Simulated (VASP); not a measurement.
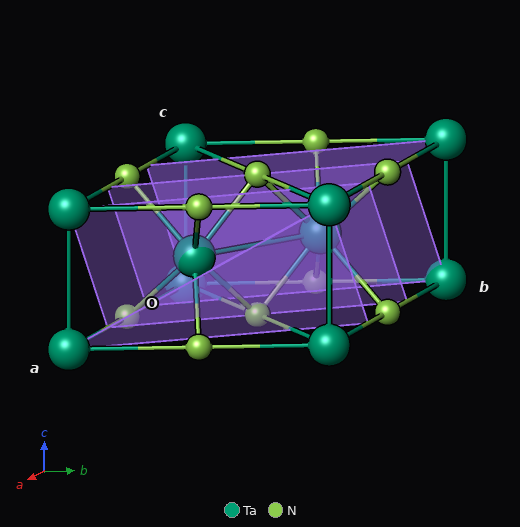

Every member of one family of equally spaced planes, hx + ky + lz = a whole number, that cuts the unit cell is shaded (one member passes through the origin O). Crystal: TaN, an entry of the Crystallography Open Database, as set up for an electronic-structure calculation. All values are computed from the atomic coordinates in the standard setting (tolerance 0.002 Å).

a = 5.191 Å, b = 5.191 Å, c = 2.908 Å, α = 90.00°, β = 90.00°, γ = 120.00°.

Which (hkl) family is drawn?

Answer. (3 1 −1), in four indices (3 1 −4 −1); the opposite sign names the same planes. The member next to the origin meets the axes a at 1/3, b at 1, c at −1.

What is the spacing?

Answer. d = 1.146 Å.

Which atoms of the cell lie in these planes (within 0.03 Å)?

Answer. 1 of the 3 Ta, 1 of the 3 N.

The space group is P6/mmm, No. 191. How many reflections hkl are equivalent to this one (itself included), and does it occur?

Answer. 24 reflections are equivalent in the Laue class 6/mmm. The space group allows the reflection.
